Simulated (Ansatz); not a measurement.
Single-point calculation of Sn

Sn (R-3m, 2 atoms in the cell), computed with DFT, r2SCAN, plane waves, PAW, no spin polarisation (Ansatz 0.2.0).

The structure was built on a prototype by a generator. The geometry comes from this level: r2SCAN (a point of a series of strains). It belongs to a series of runs on one base structure; here: shear_111 strain -3.5%.

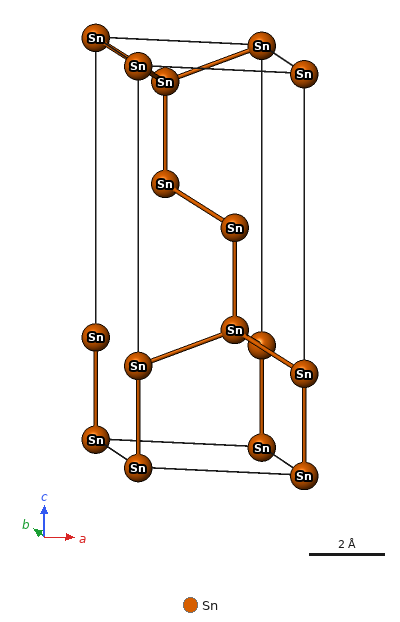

Fig. 1: The input geometry (ball-and-stick view of the cell 3 times as large as that of the calculation, set on its symmetry axes, seen slightly off an axis). Near neighbours in the crystal (not all of them lie inside the picture): Sn has 4 Sn at 2.79 to 2.82 Å.

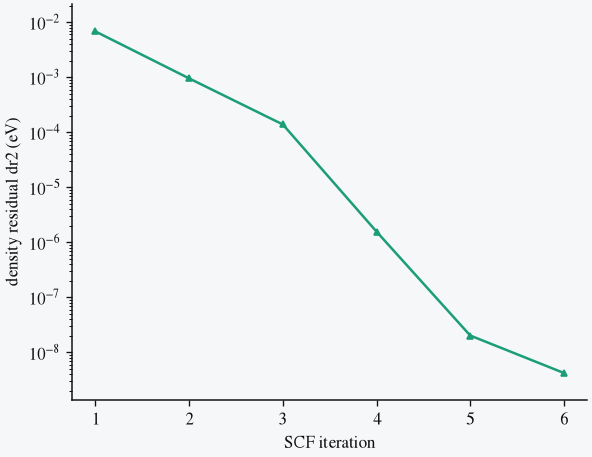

Fig. 2: Convergence of the self-consistent field: density residual dr2 against the SCF iteration. The residual falls at every step.

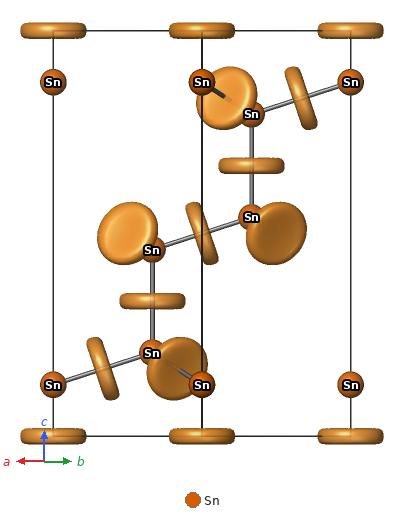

Fig. 3: Isosurface of the electron localisation function at 0.55 (orange), seen along [110]. Only the valence region is drawn (cores and ρ < 0.01 e/Å³ removed). Sticks mark near contacts. The outline is the cell set on symmetry axes. Values along the shortest contacts: Sn–Sn (2.79 Å): the ELF peaks at about 0.70 between the atoms. The fields are those of the smooth PAW valence density.

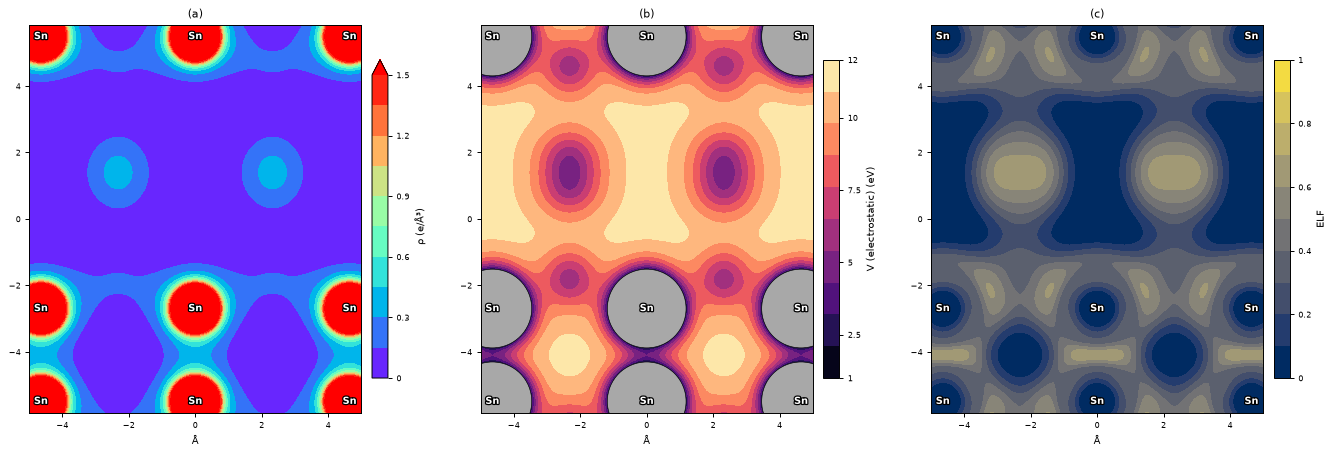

Fig. 4: (a) valence charge density (pseudo); (b) electrostatic potential energy of an electron; (c) electron localisation function on the (100) plane of the conventional cell. Grey discs, where drawn, cover atomic cores. Atoms in the plane: Sn. Sn–Sn (2.79 Å): ρ is about 0.38 e/Å³ halfway; the ELF peaks at about 0.70 between the atoms. Away from the nuclei the density in this plane falls to 0.01 e/Å³ at its lowest. Outside the cores the potential energy rises away from the atoms and is highest about 2.8 Å from the nearest atoms; outside the discs it spans about 10 eV, and its zero is arbitrary.

These pictures come from the run below.

## Input
```yaml
crystal:
  lattice:
    - [-0.0766373948, 3.2078223843, 3.2078223843]
    - [3.2078223843, -0.0766373948, 3.2078223843]
    - [3.2078223843, 3.2078223843, -0.0766373948]
  atoms:
    - { symbol: Sn, position: [-0.0021608171, -0.0021608171, -0.0021608171] }
    - { symbol: Sn, position: [0.2521608171, 0.2521608171, 0.2521608171] }
kpoints:
  mp_grid: { grid: [6, 6, 6] }
  band_path:
    path:
      - [0.0, 0.0, 0.0]
      - [0.5, 0.0, 0.5]
      - [0.625, 0.25, 0.625]
      - [0.375, 0.375, 0.75]
      - [0.5, 0.5, 0.5]
      - [0.5, 0.25, 0.75]
      - [-0.023519, 0.0, 0.023519]
    npoints: 1
hamiltonian:
  xc: r2scan
scf:
  occupations: { method: fermi_dirac, width: 0.02 }
  n_extra_bands: 4
output:
  forces: true
  stress: true
  eigenvalues: true
  write_density: true
  write_potential: true
  elf: true
  volumetric_format: npy
```

Run as:
```bash
ansatz run input.yaml --threads 4 --pin off --max-ram 3686MiB --backend cpu --events-out ev --progress --plain --runs-dir out
```

## The program's output
```
scf.n_extra_bands = 4 over 14 filled bands (N_el = 28.0): the run solves 18 bands
Engine: ansatz 0.2.0, aarch64-unknown-linux-gnu
Pseudopotentials: kind: paw
Pseudopotential: Sn, paw, valence charge 14, recommended cutoff 500 eV (meta_gga), Sn.paw.azcp
Functional definition: r2SCAN
  parameter k0 = 0.174
  parameter k1 = 0.065
  parameter a1 = 4.9479
  exchange = r2scan_x(k0 = k0, k1 = k1, a1 = a1)
  correlation = r2scan_c
Crystal: 2 atoms, lattice volume = 68.383 Å³
Basis set: ecut = 500 eV, 1759 PW (Γ), exchange–correlation on 144×144×144 points (64 copies of the dense FFT grid, shifted against one another)
Bands: 18, of which v1, the nominal top of the filled ones, is band 14 counted from 1 (13 counted from 0)
Symmetry: 12 space group operations
Space group: R-3m (ITA 166), of the structure as read, at distance tolerance 4.1e-5 Å
k-points: 32 of 216
Non-local potential: Sn, projectors of the file, l = 0: 2, l = 1: 2, l = 2: 2, l = 3: 2
PAW form: soft (Blöchl's): semilocal exchange-correlation on the pseudo side does not see the compensation charge
PAW frozen core: Sn, regenerated for the run's functional (the file was generated under x = pbe(κ = 0.804, μ = 0.2195149727645171), c = pbe(β = 0.06672455060314922))
PAW one-centre angular grid: Sn, 590 points (default); XC on 249 of its mesh's 2787 points in the sphere
Initial density: superposition of atomic densities (neutral atoms: chi_scale 0, normalization atom), corrected by the library's trained network
Initial wavefunctions: pseudopotential atomic-orbital guess
Functional: x = r2scan, c = r2scan; τ floored in thin density (d = 2e-4 eV/Å³)
SCF iter   1: F=—  HF=-12077.217153 eV  |F-HF|=—  |Δ(HF+E_count)|=         —  Δρ=4.95e-3  dr2=6.81e-3  dr2_τ=5.26e-3  ethr=1.77e-3  ⟨swp⟩=6.1  Hψ=3135  notcnv=0
preconditioner: auto → none  [insulator: Δε(μ)=0.127 eV  Ē_g=21.002 eV  σ=0.020 eV  W_gap=0.53  n_scr=14 (ndim 8)  ℏωp=23.8 eV  f_vac=0.093  D(μ)=0.26/eV (n_scr^D=0)  ε∞_Penn≈2.3]
SCF iter   2: F=—  HF=-12077.226244 eV  |F-HF|=—  |Δ(HF+E_count)|=   9.09e-3  Δρ=1.80e-3  dr2=9.55e-4  dr2_τ=2.16e-5  ethr=2.43e-5  ⟨swp⟩=2.8  Hψ=1448  notcnv=0
SCF iter   3: F=—  HF=-12077.226477 eV  |F-HF|=—  |Δ(HF+E_count)|=   2.32e-4  Δρ=6.83e-4  dr2=1.39e-4  dr2_τ=5.06e-6  ethr=3.41e-6  ⟨swp⟩=2.9  Hψ=1079  notcnv=0
SCF iter   4: F=—  HF=-12077.226464 eV  |F-HF|=—  |Δ(HF+E_count)|=   1.26e-5  Δρ=6.02e-5  dr2=1.57e-6  dr2_τ=5.92e-8  ethr=4.95e-7  ⟨swp⟩=3.0  Hψ=1086  notcnv=0
SCF iter   5: F=—  HF=-12077.226461 eV  |F-HF|=—  |Δ(HF+E_count)|=   2.59e-6  Δρ=8.18e-6  dr2=2.03e-8  dr2_τ=8.64e-10  ethr=5.61e-9  ⟨swp⟩=2.0  Hψ=1025  notcnv=0
SCF iter   6: F=-12077.226461 eV  HF=-12077.226461 eV  |F-HF|=3.37e-9  |Δ(HF+E_count)|=   2.01e-8  Δρ=2.27e-6  dr2=4.23e-9  dr2_τ=2.55e-10  ethr=7.25e-11  ⟨swp⟩=6.6  Hψ=3391  notcnv=0
SCF 1 converged in 6 iterations: F = -12077.226461 eV  dr2 = 4.23e-9
  greatest PAW one-centre occupation: 0.990 electrons in one spin orbital (limit 2), on the Sn atom at site 1 (counted from 0), in its partial waves of l = 2
NSCF: frozen V_eff on 7 k-points
SCF converged after 6 iterations
Free energy (F): -12077.226461 eV
Harris-Foulkes:  -12077.226461 eV  (|F-HF|=3.37e-9)
Internal energy: -12077.226177 eV  (E = F + TS)
E sigma→0 (E₀):  -12077.226319 eV
Entropy (-TS):   -0.000284 eV (-0.142 meV/atom)
Fermi energy:    7.659506 eV
--- Per-component energies (eV) ---
  E_band       = -267.214259
  E_kinetic    = 374.301812
  E_local      = -2302.189741  (includes V_loc(G=0)·N_el)
  E_nonlocal   = -64.774132
  E_hartree    = 1327.035866
  E_xc         = -748.145605
  E_vxc        = -207.759363  (∫ρ·V_xc dr)
  E_paw        = -8322.468835  (= ΣΔE_a)
  E_vpaw       = -734.159291  (= ΣTr[D̂ρ^β])
  E_aug_tail   = -0.000001  (compensation charges beyond the density's cutoff)
  E_vtau       = 13.295281  (kinetic-family band-sum trace: ∫τ·v_τ [+ j·A + Jᵃ·Aᵃ] dr)
  E_ewald      = -2342.456181
  E_core_change = 1.470640  (= ΣΔE_core)
  E_smearing   = -0.000284  (= −TS)
  E_closure    = -0.000000  (closes the sum)
  Σ components = -12077.226461   (vs F -12077.226461, Δ=0.00e0)
--- Forces (eV/Å), atoms counted from 1 ---
  atom   1  Sn    -0.00155277    -0.00155277    -0.00155277
  atom   2  Sn     0.00155277     0.00155277     0.00155277
  max |Σ_I F_I| component: 9.11e-18 eV/Å
--- Stress (GPa, compression-positive) ---
        1.689411       0.654546       0.654546
        0.654546       1.689411       0.654546
        0.654546       0.654546       1.689411
  P = ⅓ Tr σ = 1.6894 GPa (16.894 kbar)
--- Band table (eV; the first three rows and the last of 32) ---
  k-point 0: bands = ["-14.7259", "-14.6892", "-14.6892", "-14.6377", "-14.6377", "-14.3287", "-14.3287", "-14.2981", "-14.2981", "-14.2852", "-3.3687", "7.3477", "7.6601", "7.6601", "7.9657", "9.9143", "9.9143", "10.1664"]
  k-point 1: bands = ["-14.7367", "-14.7107", "-14.6873", "-14.6138", "-14.6130", "-14.3468", "-14.3388", "-14.3263", "-14.2803", "-14.2599", "-3.0924", "4.8123", "7.2243", "7.4500", "8.5191", "10.5146", "10.6484", "11.3281"]
  k-point 2: bands = ["-14.7487", "-14.7314", "-14.6802", "-14.5900", "-14.5797", "-14.3660", "-14.3592", "-14.3413", "-14.2643", "-14.2432", "-2.3345", "2.3714", "6.6708", "6.8512", "8.1713", "11.1060", "11.1543", "13.6967"]
  k-point 31: bands = ["-14.7234", "-14.7234", "-14.6664", "-14.5662", "-14.5662", "-14.3819", "-14.3819", "-14.3563", "-14.2675", "-14.2675", "-1.5229", "1.2335", "6.3362", "6.3362", "7.5561", "10.9884", "10.9884", "13.5221"]
```

## File rho_z.tsv
```
# z_ang	rho[e/angstrom^3]
# format = ansatz-planar-average/11
# lattice	-0.076637395	3.207822384	3.207822384
# lattice	3.207822384	-0.076637395	3.207822384
# lattice	3.207822384	3.207822384	-0.076637395
# sites	2
# site	50	-0.013697436	-0.013697436	-0.013697436
# site	50	1.598449279	1.598449279	1.598449279
0.000000	8.132767e-1
0.126033	8.048616e-1
0.252066	7.562161e-1
0.378099	6.967651e-1
0.504133	6.574108e-1
0.630166	6.574108e-1
0.756199	6.967651e-1
0.882232	7.562161e-1
1.008265	8.048616e-1
1.134298	8.132767e-1
1.260331	7.665938e-1
1.386365	6.703664e-1
1.512398	5.459017e-1
1.638431	4.188547e-1
1.764464	3.087162e-1
1.890497	2.243804e-1
2.016530	1.656469e-1
2.142563	1.273672e-1
2.268597	1.032646e-1
2.394630	8.817734e-2
2.520663	7.874930e-2
2.646696	7.315613e-2
2.772729	7.053081e-2
2.898762	7.053081e-2
3.024795	7.315613e-2
3.150829	7.874930e-2
3.276862	8.817734e-2
3.402895	1.032646e-1
3.528928	1.273672e-1
3.654961	1.656469e-1
3.780994	2.243804e-1
3.907027	3.087162e-1
4.033061	4.188547e-1
4.159094	5.459017e-1
4.285127	6.703664e-1
4.411160	7.665938e-1
```

## File v_z.tsv
```
# z_ang	v_es[eV]	v_tot[eV]
# format = ansatz-planar-average/11
# xc	r2scan
# density_cutoff_ev	2000
# datasets	Sn=:simpson_from_first_knot:soft:shift=0
# lattice	-0.076637395	3.207822384	3.207822384
# lattice	3.207822384	-0.076637395	3.207822384
# lattice	3.207822384	3.207822384	-0.076637395
# sites	2
# site	50	-0.013697436	-0.013697436	-0.013697436
# site	50	1.598449279	1.598449279	1.598449279
0.000000	5.818225e0	-6.672937e0
0.126033	5.005763e0	-7.684063e0
0.252066	4.078437e0	-8.709414e0
0.378099	3.281639e0	-9.531233e0
0.504133	2.824590e0	-9.959594e0
0.630166	2.824590e0	-9.959594e0
0.756199	3.281639e0	-9.531233e0
0.882232	4.078437e0	-8.709414e0
1.008265	5.005763e0	-7.684063e0
1.134298	5.818225e0	-6.672937e0
1.260331	6.322987e0	-5.783615e0
1.386365	6.473381e0	-5.071773e0
1.512398	6.394602e0	-4.470980e0
1.638431	6.277222e0	-3.798451e0
1.764464	6.279964e0	-2.969050e0
1.890497	6.513603e0	-1.960259e0
2.016530	7.012379e0	-7.590349e-1
2.142563	7.719764e0	4.822818e-1
2.268597	8.498892e0	1.572148e0
2.394630	9.187607e0	2.479647e0
2.520663	9.679201e0	3.166187e0
2.646696	9.974016e0	3.572568e0
2.772729	1.011495e1	3.745135e0
2.898762	1.011495e1	3.745135e0
3.024795	9.974016e0	3.572568e0
3.150829	9.679201e0	3.166187e0
3.276862	9.187607e0	2.479647e0
3.402895	8.498892e0	1.572148e0
3.528928	7.719764e0	4.822818e-1
3.654961	7.012379e0	-7.590349e-1
3.780994	6.513603e0	-1.960259e0
3.907027	6.279964e0	-2.969050e0
4.033061	6.277222e0	-3.798451e0
4.159094	6.394602e0	-4.470980e0
4.285127	6.473381e0	-5.071773e0
4.411160	6.322987e0	-5.783615e0
```

## Summary

- outcome: converged
- space group (tolerance 0.01 Å): R-3m (166)
- electrons treated: 28
- free energy: −12077.2265 eV
- Fermi energy: 7.660 eV
- band gap: none (metallic)
- pressure: 1.69 GPa
- largest force (length of the vector): 0.003 eV/Å
- hardware: 4 threads of Arm Neoverse N1, 98 GiB of memory available, shared host
- wall time: 4.5 s (CPU time 15 s)
- peak memory: 0.55 GiB
